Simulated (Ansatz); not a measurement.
System: BeS, space group F-43m (No. 216).

Structure:
```cif
data_structure
_symmetry_space_group_name_H-M 'P 1'
_symmetry_Int_Tables_number 1
_cell_length_a 3.4295
_cell_length_b 3.4295
_cell_length_c 3.4295
_cell_angle_alpha 60.000
_cell_angle_beta 60.000
_cell_angle_gamma 60.000
_cell_volume 28.52
loop_
_atom_site_label
_atom_site_type_symbol
_atom_site_fract_x
_atom_site_fract_y
_atom_site_fract_z
_atom_site_occupancy
S1 S 0.75000 0.75000 0.75000 1
Be1 Be 0.00000 0.00000 0.00000 1
```

How it was computed, with Ansatz 0.2.0: plane-wave DFT, no spin polarisation; energies at scaled volumes of the given cell, shape and fractions fixed, counted from the fit's minimum, third-order Birch-Murnaghan fit. Level: PBE0.

k mesh 6×6×6; occupations Fermi–Dirac; smearing width 0.05 eV; potentials Ansatz PAW; wave cutoff 420 eV; density cutoff 1680 eV.

Describe the result: the energy and pressure against volume. The volume takes the values 13.40, 13.69, 13.98, 14.26, 14.55, 14.83, 15.12 Å³/atom.

A third-order Birch–Murnaghan fit gives V0 = 14.29 Å³/atom, B0 = 99.4 GPa and B′ = 3.7. The energy is 18.69 meV/atom at volume 13.40 Å³/atom and 13.63 meV/atom at 15.12 Å³/atom; the lowest computed point is at volume 14.26 Å³/atom (0.01 meV/atom), in a single well. The pressure falls from 7.14 GPa at volume 13.40 Å³/atom to −5.04 GPa at 15.12 Å³/atom, and changes sign near 14.29 Å³/atom.

```tsv
volume (Å³/atom)	energy (meV/atom)	pressure (GPa)
13.40	18.69	7.14
13.69	8.28	4.60
13.98	2.19	2.29
14.26	0.01	0.19
14.55	1.41	-1.72
14.83	6.04	-3.46
15.12	13.63	-5.04
```

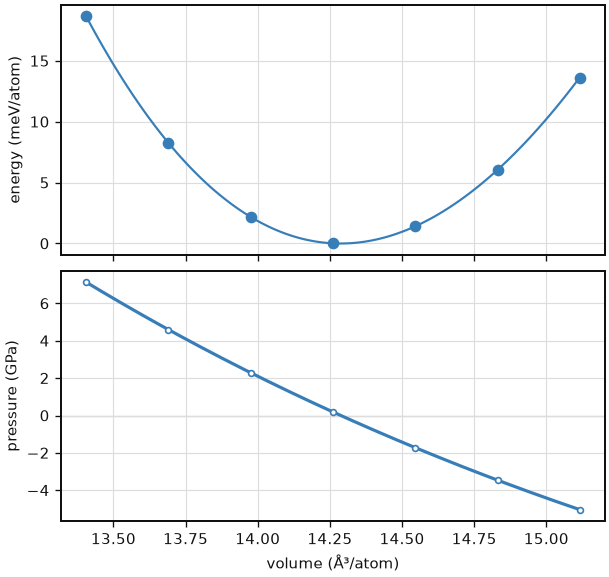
